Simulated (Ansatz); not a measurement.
**Run report: Al₈As₈H, geometry relaxation (part 2 of 2)**

Continued. System: Al₈As₈H (defect cell, 17 atoms in the cell). Method: DFT PBE, scalar-relativistic, plane waves, PAW, spin-polarised (Ansatz 0.2.0); cutoff 420 eV, 2×2×2 k-mesh, Gaussian smearing of 0.01 eV, collinear spins. The structure derives from a Materials Project entry. It belongs to a series of runs on one base structure; here: H interstitial, charge +0, atoms relaxed at the host's cell.

Geometry of the input (Å; fractional positions):
```
0.0000  5.7279  -5.7279
5.7279  5.7279  0.0000
5.7279  0.0000  -5.7279
Al -0.0000  0.0000  0.5000
Al -0.0000  0.5000  0.5000
Al 0.5000  0.0000  0.5000
Al 0.5000  0.5000  0.5000
Al -0.0000  0.0000  1.0000
Al -0.0000  0.5000  1.0000
Al 0.5000  -0.0000  1.0000
Al 0.5000  0.5000  1.0000
As 0.1250  0.1250  0.1250
As 0.1250  0.6250  0.1250
As 0.6250  0.1250  0.1250
As 0.6250  0.6250  0.1250
As 0.1250  0.1250  0.6250
As 0.1250  0.6250  0.6250
As 0.6250  0.1250  0.6250
As 0.6250  0.6250  0.6250
H  0.8750  0.3750  0.8750
```

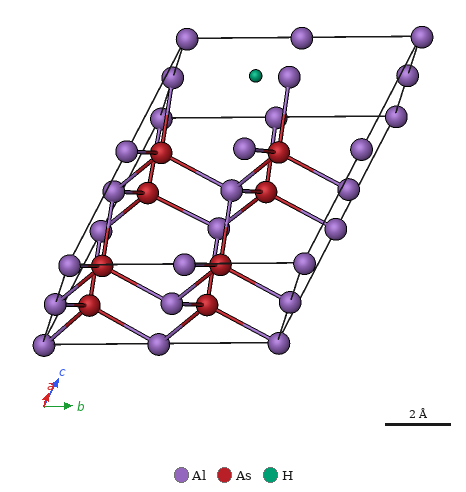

Fig. 1: The geometry at step 2 of the log (ball-and-stick view of the cell of the calculation, seen at an oblique angle).

### Output, continued
```
  k-point 0 ↑: bands = ["-28.3800", "-28.3800", "-28.3800", "-28.3713", "-28.3713", "-28.3540", "-28.3540", "-28.3540", "-28.3528", "-28.3528", "-28.3528", "-28.3520", "-28.3520", "-28.3520", "-28.3508", "-28.3508", "-28.3508", "-28.3470", "-28.3463", "-28.3463", "-28.3463", "-28.3461", "-28.3461", "-28.3410", "-28.3406", "-28.3406", "-28.3406", "-28.3404", "-28.3404", "-28.3329", "-28.3329", "-28.3325", "-28.3325", "-28.3325", "-28.3319", "-28.1590", "-28.1590", "-28.1590", "-28.1521", "-28.1521", "-5.6889", "-4.3615", "-4.3615", "-4.3615", "-4.2253", "-3.8410", "-3.8410", "-3.6651", "-0.0455", "0.5900", "0.5900", "0.5900", "0.7655", "0.7655", "0.7655", "3.9063", "3.9063", "3.9063", "3.9241", "3.9241", "3.9241", "4.5469", "5.1273", "5.1273", "5.2017", "5.2017", "5.2017", "5.3011", "5.3011", "5.3011", "6.0381", "6.0381", "6.0381", "7.5885", "7.5885", "7.7485", "8.0074", "8.0074", "8.0074", "8.0274", "8.3233", "8.3233", "8.3233", "10.2508", "10.2508", "10.2508", "10.5187", "10.5187", "10.5187", "10.6561", "10.6561"]
  k-point 1 ↑: bands = ["-28.3800", "-28.3800", "-28.3800", "-28.3713", "-28.3713", "-28.3539", "-28.3537", "-28.3537", "-28.3531", "-28.3531", "-28.3527", "-28.3521", "-28.3517", "-28.3517", "-28.3511", "-28.3511", "-28.3509", "-28.3467", "-28.3466", "-28.3462", "-28.3462", "-28.3462", "-28.3462", "-28.3408", "-28.3408", "-28.3405", "-28.3405", "-28.3405", "-28.3405", "-28.3327", "-28.3327", "-28.3327", "-28.3327", "-28.3322", "-28.3322", "-28.1590", "-28.1590", "-28.1590", "-28.1521", "-28.1521", "-5.1718", "-5.0983", "-4.1548", "-4.1503", "-4.1503", "-4.1303", "-4.1303", "-3.8497", "0.4990", "1.0255", "1.0255", "1.0484", "1.2060", "1.2060", "2.3453", "2.6917", "3.3159", "3.3159", "3.3167", "3.3954", "3.3954", "3.4004", "4.3899", "4.4056", "4.4056", "4.5014", "4.5193", "4.5193", "5.4917", "5.4917", "5.6466", "5.6466", "5.7462", "8.3930", "8.4687", "8.5617", "8.5617", "8.5984", "8.6838", "8.6838", "10.1011", "10.8252", "10.8252", "10.8540", "10.8540", "11.0821", "11.1008", "11.1008", "11.1281", "11.1281", "11.7339"]
  k-point 2 ↑: bands = ["-28.3800", "-28.3800", "-28.3800", "-28.3713", "-28.3713", "-28.3540", "-28.3535", "-28.3535", "-28.3532", "-28.3532", "-28.3528", "-28.3520", "-28.3515", "-28.3515", "-28.3514", "-28.3514", "-28.3508", "-28.3467", "-28.3464", "-28.3464", "-28.3464", "-28.3464", "-28.3461", "-28.3408", "-28.3406", "-28.3406", "-28.3406", "-28.3406", "-28.3404", "-28.3328", "-28.3325", "-28.3325", "-28.3325", "-28.3325", "-28.3322", "-28.1590", "-28.1590", "-28.1590", "-28.1521", "-28.1521", "-4.9973", "-4.8975", "-4.4631", "-4.4304", "-4.4304", "-4.2580", "-3.8137", "-3.6822", "0.9121", "1.0127", "1.0127", "1.5370", "1.6121", "1.6121", "2.4576", "2.8202", "2.9681", "2.9681", "3.1638", "3.1642", "3.2717", "3.2717", "3.2921", "3.3154", "4.6599", "4.6599", "4.7610", "4.7610", "5.0603", "5.1371", "5.2478", "5.2478", "6.2363", "8.5853", "8.8021", "9.2673", "9.2673", "9.3855", "9.5870", "9.7257", "9.9539", "10.3885", "11.0208", "11.4364", "11.4686", "11.4686", "11.6069", "11.6569", "11.6653", "11.6653", "11.7495"]
  k-point 2 ↓: bands = ["-28.3780", "-28.3780", "-28.3780", "-28.3693", "-28.3693", "-28.3514", "-28.3509", "-28.3509", "-28.3506", "-28.3506", "-28.3502", "-28.3488", "-28.3483", "-28.3483", "-28.3482", "-28.3482", "-28.3476", "-28.3441", "-28.3438", "-28.3438", "-28.3438", "-28.3438", "-28.3435", "-28.3376", "-28.3373", "-28.3373", "-28.3373", "-28.3373", "-28.3372", "-28.3298", "-28.3295", "-28.3295", "-28.3295", "-28.3295", "-28.3292", "-28.1535", "-28.1535", "-28.1535", "-28.1467", "-28.1467", "-4.9788", "-4.8793", "-4.4434", "-4.4104", "-4.4104", "-4.2344", "-3.7919", "-3.6517", "0.9216", "1.0241", "1.0241", "1.5503", "1.6271", "1.6271", "2.4692", "2.8358", "2.9836", "2.9836", "3.1772", "3.1786", "3.2876", "3.2876", "3.3139", "3.3298", "4.6780", "4.6780", "4.7787", "4.7787", "5.0792", "5.1572", "5.2747", "5.2747", "6.2456", "8.5903", "8.8072", "9.2735", "9.2735", "9.3918", "9.5964", "9.7342", "9.9632", "10.3997", "11.0288", "11.4409", "11.4805", "11.4805", "11.6109", "11.6654", "11.6734", "11.6734", "11.7578"]
--- Relaxed structure (3 steps of the walk, 3 accepted, 0 SCFs on fresh bases) ---
  F+E_penalty+E_count = -43170.04024352 eV   max|allowed force component| = 6.333e-3 eV/Å
  atoms:
    - { symbol: Al, position: [0.0004906908502281815, -0.00016356361674274567, 0.4998364363832573] }
    - { symbol: Al, position: [-0.002909365521192475, 0.4970906344788075, 0.5087280965635776] }
    - { symbol: Al, position: [0.4998364363832573, -0.00016356361674274567, 0.4998364363832573] }
    - { symbol: Al, position: [0.4998364363832573, 0.5004906908502282, 0.4998364363832573] }
    - { symbol: Al, position: [-0.0029093655211925307, 0.008728096563577481, 0.9970906344788077] }
    - { symbol: Al, position: [-0.0029093655211926417, 0.4970906344788077, 0.9970906344788077] }
    - { symbol: Al, position: [0.49983643638325737, -0.0001635636167428567, 1.0004906908502282] }
    - { symbol: Al, position: [0.5087280965635774, 0.49709063447880786, 0.9970906344788077] }
    - { symbol: As, position: [0.12691568405809228, 0.12308431594190777, 0.12691568405809228] }
    - { symbol: As, position: [0.12500000000000003, 0.625, 0.12500000000000003] }
    - { symbol: As, position: [0.6230843159419076, 0.12308431594190772, 0.12691568405809237] }
    - { symbol: As, position: [0.6230843159419077, 0.6269156840580923, 0.12691568405809234] }
    - { symbol: As, position: [0.12691568405809237, 0.12308431594190772, 0.6230843159419076] }
    - { symbol: As, position: [0.12691568405809234, 0.6269156840580923, 0.6230843159419077] }
    - { symbol: As, position: [0.625, 0.125, 0.625] }
    - { symbol: As, position: [0.6230843159419077, 0.6269156840580923, 0.6230843159419077] }
    - { symbol: H, position: [0.8750000000000001, 0.3750000000000001, 0.8750000000000001] }
--- Löwdin populations: 17 sites ---
  site symbol       q [e]    m [muB]
     0     Al      2.5872    -0.0012
     1     Al      2.6094     0.0007
     2     Al      2.5872    -0.0012
     3     Al      2.5872    -0.0012
     4     Al      2.6094     0.0007
     5     Al      2.6094     0.0007
     6     Al      2.5872    -0.0012
     7     Al      2.6094     0.0007
     8     As     15.3312     0.0287
     9     As     15.3430     0.0545
    10     As     15.3312     0.0287
    11     As     15.3312     0.0287
    12     As     15.3312     0.0287
    13     As     15.3312     0.0287
    14     As     15.3574     0.0197
    15     As     15.3312     0.0287
    16      H      1.0859    -0.0009
  spilling = 0.003034 (of n_electrons = 145.000000)
```

### File populations.tsv
```
# site	symbol	l	j	q_up	q_dn
# orbitals = lowdin
# n_electrons = 145.000000
# spilling = 0.003034
0	Al	0_3S	-	0.438754	0.439525
0	Al	1_3P	-	0.854275	0.854668
1	Al	0_3S	-	0.440149	0.441195
1	Al	1_3P	-	0.864852	0.863156
2	Al	0_3S	-	0.438754	0.439525
2	Al	1_3P	-	0.854275	0.854668
3	Al	0_3S	-	0.438754	0.439525
3	Al	1_3P	-	0.854275	0.854668
4	Al	0_3S	-	0.440149	0.441195
4	Al	1_3P	-	0.864852	0.863156
5	Al	0_3S	-	0.440149	0.441195
5	Al	1_3P	-	0.864852	0.863156
6	Al	0_3S	-	0.438754	0.439525
6	Al	1_3P	-	0.854275	0.854668
7	Al	0_3S	-	0.440149	0.441195
7	Al	1_3P	-	0.864852	0.863156
8	As	0_4S	-	0.733073	0.732867
8	As	1_4P	-	1.948634	1.920165
8	As	2_3D	-	4.998249	4.998253
9	As	0_4S	-	0.753192	0.752804
9	As	1_4P	-	1.946978	1.892881
9	As	2_3D	-	4.998590	4.998596
10	As	0_4S	-	0.733073	0.732867
10	As	1_4P	-	1.948634	1.920165
10	As	2_3D	-	4.998249	4.998253
11	As	0_4S	-	0.733073	0.732867
11	As	1_4P	-	1.948634	1.920165
11	As	2_3D	-	4.998249	4.998253
12	As	0_4S	-	0.733073	0.732867
12	As	1_4P	-	1.948634	1.920165
12	As	2_3D	-	4.998249	4.998253
13	As	0_4S	-	0.733073	0.732867
13	As	1_4P	-	1.948634	1.920165
13	As	2_3D	-	4.998249	4.998253
14	As	0_4S	-	0.733148	0.733031
14	As	1_4P	-	1.957061	1.937519
14	As	2_3D	-	4.998310	4.998313
15	As	0_4S	-	0.733073	0.732867
15	As	1_4P	-	1.948634	1.920165
15	As	2_3D	-	4.998249	4.998253
16	H	0_1S	-	0.542498	0.543390
```

### Trajectory as extended XYZ (Å, eV, eV/Å), 3 frames, from step=1 to step=3
```
17
Lattice="0.0000 5.7279 -5.7279 5.7279 5.7279 0.0000 5.7279 0.0000 -5.7279" Properties=species:S:1:pos:R:3:forces:R:3 step=1 energy=-43169.96698
Al    2.8640    0.0000   -2.8640   -0.0851   0.0851  -0.0851
Al    5.7279    2.8640   -2.8640    0.3246  -0.3246  -0.3246
Al    2.8640    2.8640   -5.7279   -0.0851  -0.0851   0.0851
Al    5.7279    5.7279   -5.7279    0.0851   0.0851   0.0851
Al    5.7279    0.0000   -5.7279    0.3246   0.3246   0.3246
Al    8.5919    2.8640   -5.7279   -0.3246  -0.3246   0.3246
Al    5.7279    2.8640   -8.5919    0.0851  -0.0851  -0.0851
Al    8.5919    5.7279   -8.5919   -0.3246   0.3246  -0.3246
As    1.4320    1.4320   -1.4320    0.0000   0.0000  -0.1432
As    4.2959    4.2959   -1.4320    0.0000   0.0000   0.0000
As    1.4320    4.2959   -4.2959    0.0000  -0.1432   0.0000
As    4.2959    7.1599   -4.2959    0.1432   0.0000   0.0000
As    4.2959    1.4320   -4.2959   -0.1432   0.0000   0.0000
As    7.1599    4.2959   -4.2959    0.0000   0.1432   0.0000
As    4.2959    4.2959   -7.1599    0.0000   0.0000   0.0000
As    7.1599    7.1599   -7.1599    0.0000   0.0000   0.1432
H     7.1599    7.1599  -10.0238    0.0000   0.0000   0.0000
17
Lattice="0.0000 5.7279 -5.7279 5.7279 5.7279 0.0000 5.7279 0.0000 -5.7279" Properties=species:S:1:pos:R:3:forces:R:3 step=2 energy=-43170.03941
Al    2.8584    0.0056   -2.8695    0.0416  -0.0416   0.0416
Al    5.7607    2.8312   -2.8967    0.0011  -0.0011  -0.0011
Al    2.8584    2.8584   -5.7223    0.0416   0.0416  -0.0416
Al    5.7335    5.7335   -5.7223   -0.0416  -0.0416  -0.0416
Al    5.7607    0.0327   -5.6952    0.0011   0.0011   0.0011
Al    8.5591    2.8312   -5.6952   -0.0011  -0.0011   0.0011
Al    5.7335    2.8584   -8.5975   -0.0416   0.0416   0.0416
Al    8.5591    5.7607   -8.6246   -0.0011   0.0011  -0.0011
As    1.4320    1.4320   -1.4525    0.0000   0.0000  -0.0002
As    4.2959    4.2959   -1.4320    0.0000   0.0000   0.0000
As    1.4320    4.2754   -4.2959    0.0000  -0.0002   0.0000
As    4.3164    7.1599   -4.2959    0.0002   0.0000   0.0000
As    4.2754    1.4320   -4.2959   -0.0002   0.0000   0.0000
As    7.1599    4.3164   -4.2959    0.0000   0.0002   0.0000
As    4.2959    4.2959   -7.1599    0.0000   0.0000   0.0000
As    7.1599    7.1599   -7.1394    0.0000   0.0000   0.0002
H     7.1599    7.1599  -10.0238    0.0000   0.0000   0.0000
17
Lattice="0.0000 5.7279 -5.7279 5.7279 5.7279 0.0000 5.7279 0.0000 -5.7279" Properties=species:S:1:pos:R:3:forces:R:3 step=3 energy=-43170.04024
Al    2.8621    0.0019   -2.8658   -0.0034   0.0034  -0.0034
Al    5.7612    2.8306   -2.8973    0.0017  -0.0017  -0.0017
Al    2.8621    2.8621   -5.7260   -0.0034  -0.0034   0.0034
Al    5.7298    5.7298   -5.7260    0.0034   0.0034   0.0034
Al    5.7612    0.0333   -5.6946    0.0017   0.0017   0.0017
Al    8.5585    2.8306   -5.6946   -0.0017  -0.0017   0.0017
Al    5.7298    2.8621   -8.5937    0.0034  -0.0034  -0.0034
Al    8.5585    5.7612   -8.6252   -0.0017   0.0017  -0.0017
As    1.4320    1.4320   -1.4539    0.0000   0.0000   0.0063
As    4.2959    4.2959   -1.4320    0.0000   0.0000   0.0000
As    1.4320    4.2740   -4.2959    0.0000   0.0063   0.0000
As    4.3179    7.1599   -4.2959   -0.0063   0.0000   0.0000
As    4.2740    1.4320   -4.2959    0.0063   0.0000   0.0000
As    7.1599    4.3179   -4.2959    0.0000  -0.0063   0.0000
As    4.2959    4.2959   -7.1599    0.0000   0.0000   0.0000
As    7.1599    7.1599   -7.1379    0.0000   0.0000  -0.0063
H     7.1599    7.1599  -10.0238    0.0000   0.0000   0.0000
```

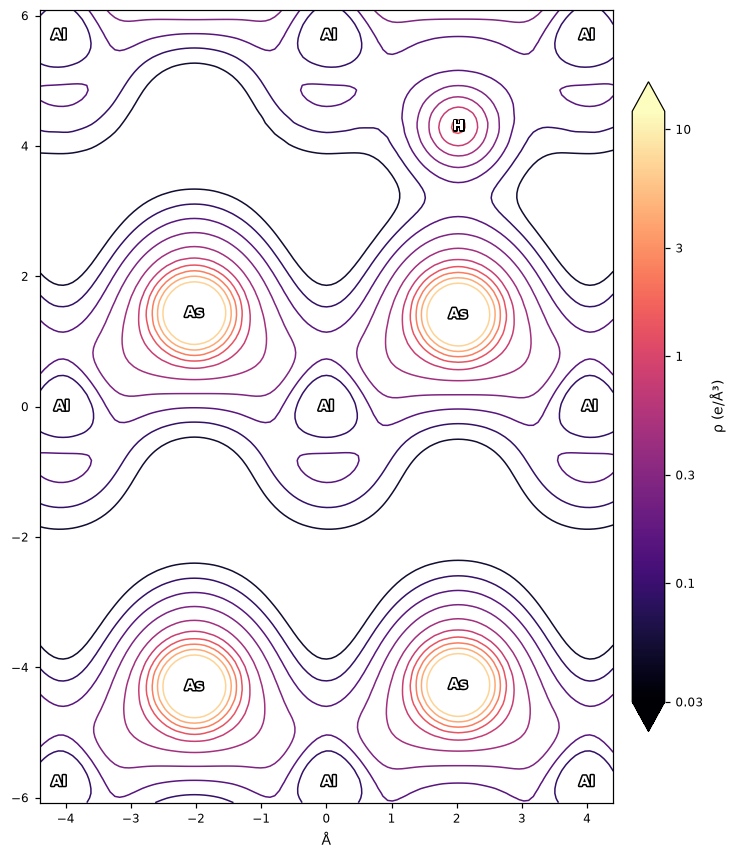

Fig. 2: Valence electron density on the (011̄) plane of the calculation cell. The plane passes through Al, As and H nuclei. Al–H (2.42 Å): ρ at the midpoint is about 0.14 e/Å³. Al–As (2.47 Å): the density is about 0.47 e/Å³ at the midpoint. Al–As (2.54 Å): ρ is about 0.43 e/Å³ halfway. Away from the nuclei the density in this plane falls to 0.01 e/Å³ at its lowest. In a PAW calculation such maps are meaningful between the atoms, not at the nuclei.

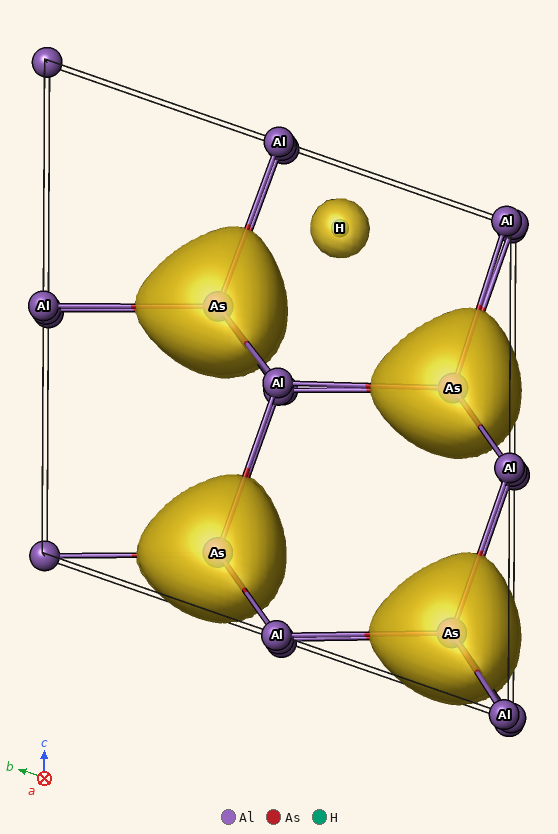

Fig. 3: Isosurface of the valence electron density at 0.5 e/Å³ (yellow), seen at an oblique angle. Sticks mark near contacts. The outline is the calculation cell. At this value the density breaks into separate islands; it holds about 65 % of the electrons treated as valence. It is pinched off along the Al–H (2.42 Å), Al–As (2.47 Å) and Al–As (2.54 Å) contacts. On the grid the lowest density along these lines, outside the cores, is 0.13 e/Å³ (Al–H, 2.42 Å), 0.34 e/Å³ (Al–As, 2.47 Å) and 0.32 e/Å³ (Al–As, 2.54 Å).

### Results in brief

```tsv
quantity	value
outcome	converged
electrons treated	145
free energy	−43170.0402 eV
Fermi energy	6.062 eV
gap on the k-point mesh	none (metallic)
net moment of the cell	0.25 μB
integrated absolute moment	0.26 μB
final volume	375.85 Å³
largest force (length of the vector) at the end	0.006 eV/Å
hardware	4 threads of Intel Xeon (Sapphire Rapids), 64 GiB of memory available, shared host
wall time	9.7 s (CPU time 35 s)
peak memory	1.1 GiB
```
